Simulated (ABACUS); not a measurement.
## CdTe: 7 runs along one coordinate

System: CdTe (F-43m, 2 atoms in the cell).
Method: Kohn-Sham DFT of a periodic cell, PBEsol, PseudoDojo NC SR 0.4.1 PBEsol standard, no spin polarisation (ABACUS 3.10.1).

The 7 runs differ only in the geometry, by an even scaling of the cell at fixed fractional positions. The structure derives from an entry of the Crystallography Open Database.

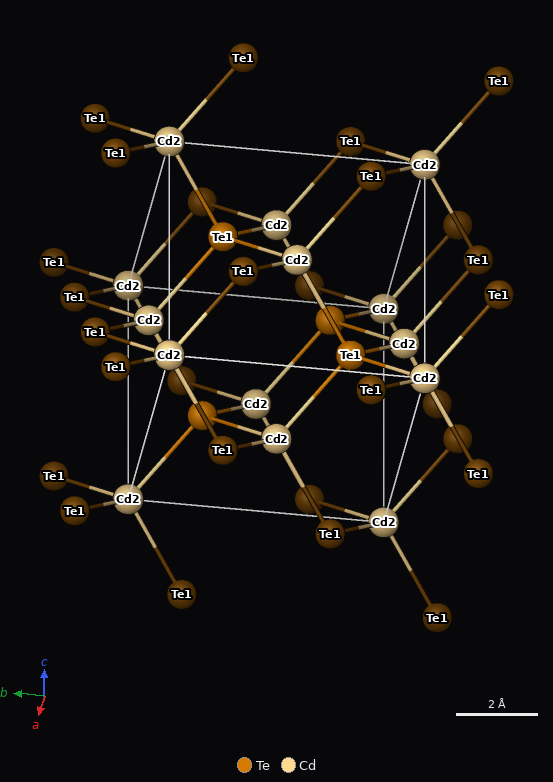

Figure 1. The structure of run 4 (ball-and-stick view of the cell 4 times as large as that of the calculation, set on its symmetry axes, seen at an oblique angle; neighbours outside the cell are drawn fainter; atoms are numbered from 1 in the order of the input). An atom can appear more than once, as a periodic image.

**Input of run 4**
```
INPUT_PARAMETERS
suffix              CdTe
calculation         scf
basis_type          pw
pseudo_dir          ./
symmetry            1
dft_functional      pbesol
ecutwfc             103
pseudo_rcut         7
nspin               1
nbands              22
ks_solver           dav
smearing_method     fd
smearing_sigma      0.00367493
scf_thr             1e-08
scf_nmax            100
mixing_type         broyden
mixing_beta         0.7
cal_force           1
cal_stress          1
kpar                4
```

**File STRU of run 4**
```
ATOMIC_SPECIES
Te 127.6000 Te.upf
Cd 112.4140 Cd.upf

LATTICE_CONSTANT
1.8897261246

LATTICE_VECTORS
0.0000000000 3.2050000000 3.2050000000
3.2050000000 0.0000000000 3.2050000000
3.2050000000 3.2050000000 0.0000000000

ATOMIC_POSITIONS
Direct

Te
0.0
1
0.7500000000 0.7500000000 0.7500000000 1 1 1

Cd
0.0
1
0.0000000000 0.0000000000 0.0000000000 1 1 1
```

**File KPT of run 4**
```
K_POINTS
0
Gamma
7 7 7 0 0 0
```

Command:
```bash
OMP_NUM_THREADS=1 mpirun -np 4 abacus > log
```

Run 6 differs from it as follows:
```diff
-0.0000000000 3.2050000000 3.2050000000
-3.2050000000 0.0000000000 3.2050000000
-3.2050000000 3.2050000000 0.0000000000
+0.0000000000 3.2471758892 3.2471758892
+3.2471758892 0.0000000000 3.2471758892
+3.2471758892 3.2471758892 0.0000000000
```

**Results, with one run withheld**

| run | volume per atom (Å³) | free energy per atom, from the lowest run given (meV) | pressure (GPa) | gap on the mesh (eV) |
| --- | --- | --- | --- | --- |
| 1 | 30.947 | 47.69 | 5.27 | 0.94 |
| 2 | 31.605 | 28.61 | 3.96 | 0.88 |
| 3 | 32.263 | 14.66 | 2.78 | 0.82 |
| 4 | 32.922 | 5.29 | 1.73 | 0.76 |
| 5 | 33.580 | 0.00 | 0.80 | 0.70 |
| 6 | 34.239 | ? | ? | ? |
| 7 | 34.897 | 0.00 | −0.79 | 0.59 |

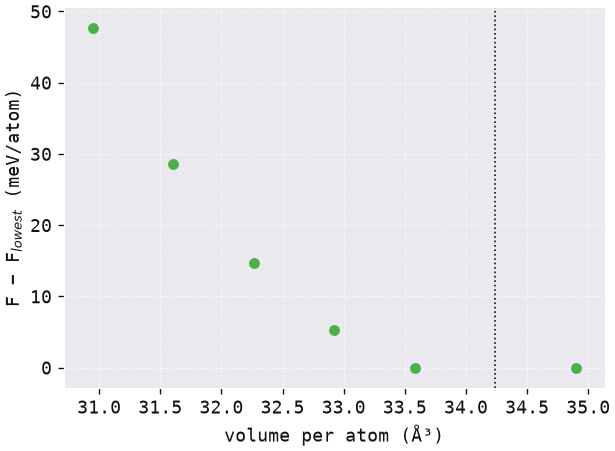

Figure 2. Free energy per atom of the runs given; the dotted line marks run 6.

What should run 6 give?

A cubic polynomial in V^(−2/3) (the Birch–Murnaghan form), fitted to the 6 runs given, misses them by at most 0.01 meV per atom. With x = V^(−2/3) − 0.09787 Å⁻², it reads F = 8.4859 + 6771.1 x + 1.1485e+06 x² + 5.1211e+06 x³ (meV per atom). At run 6 it gives −1.63 meV per atom, and the run itself gives −1.63. The slope of the fit gives a pressure −dF/dV of −0.01 GPa there, and the run prints −0.04 GPa. The fit has its minimum at 34.227 Å³ per atom, where V d²F/dV² gives 41.3 GPa: the bulk modulus at this level, since symmetry fixes the shape and the positions. The gap on the mesh goes, without turning, from 0.94 eV in run 1 to 0.59 eV in run 7; run 6 has 0.64 eV. These are gaps of this functional on this mesh, which can miss the band edges; they aren't the measured gap.

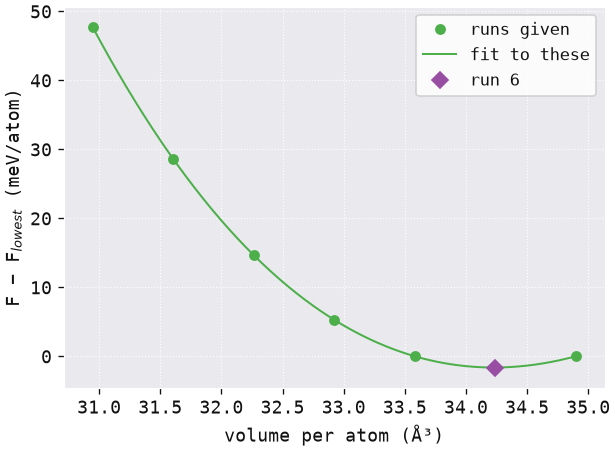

Figure 3. The fit and the withheld run.

**Some lines of the output (run 6)**
```
[...]
                          Volume (Bohr^3) = 462.109
                             Volume (A^3) = 68.4773
 E_Fermi        0.5647070683         7.6832338302
 E_Fermi        0.5699299002         7.7542941035
 E_Fermi        0.5707419886         7.7653431333
 E_Fermi        0.5704426623         7.7612705899
 E_Fermi        0.5707876501         7.7659643893
 E_Fermi        0.5708657751         7.7670273341
 E_KS(sigma->0) -559.8305773378      -7616.8857664236
 E_Fermi        0.5708939421         7.7674105656
 final etot is -7616.8857734 eV
 EFERMI = 7.7674105656 eV
 TOTAL-PRESSURE: -0.437986 KBAR
 !FINAL_ETOT_IS -7616.8857734226121465 eV
```
